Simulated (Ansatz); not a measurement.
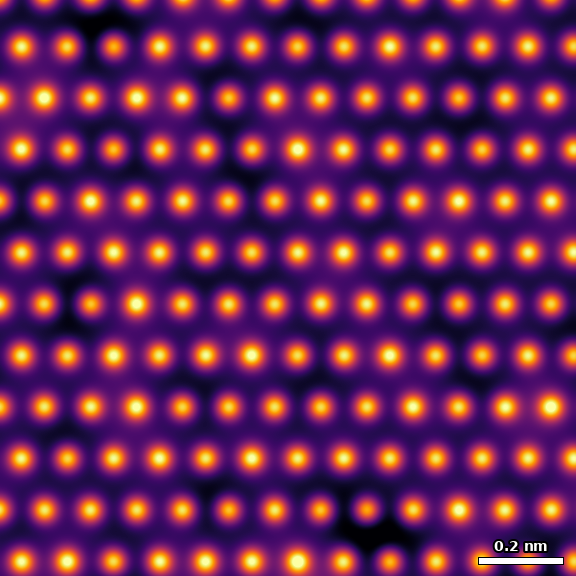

Z-contrast image of Ni (Fd-3m, No. 227). Simulation: incoherent imaging, intensity Z^1.7 per atom, probe width 0.53 Å, thin sample. The probe carries 15 % of its weight in a tail 2.5 times as wide. The speckle of an amorphous layer was added. Structure: the geometry relaxed with Ansatz, DFT PBEsol, scalar-relativistic, plane waves, PAW; the starting structure was generated, so it need not be a known form of this composition.

```
CELL_PARAMETERS angstrom
5.00642 0.00000 0.00000
0.00000 5.00642 0.00000
0.00000 0.00000 5.00642
ATOMIC_POSITIONS crystal
Ni 0.00000 0.00000 0.50000
Ni 0.25000 0.75000 0.25000
Ni 0.00000 0.50000 0.00000
Ni 0.25000 0.25000 0.75000
Ni 0.50000 0.00000 0.00000
Ni 0.75000 0.75000 0.75000
Ni 0.50000 0.50000 0.50000
Ni 0.75000 0.25000 0.25000
```

Which beam direction gives this image, [111], [210], [110] or [221]? (Directions equivalent by symmetry count as one.)

Answer. [210]. The projected cells are 2.04 × 2.04 Å, 120° for [111]; 1.12 × 1.37 Å, 114° for [210]; 3.07 × 3.07 Å, 109° for [110]; 0.59 × 1.77 Å, 90° for [221], and the image repeats as the [210] one does.
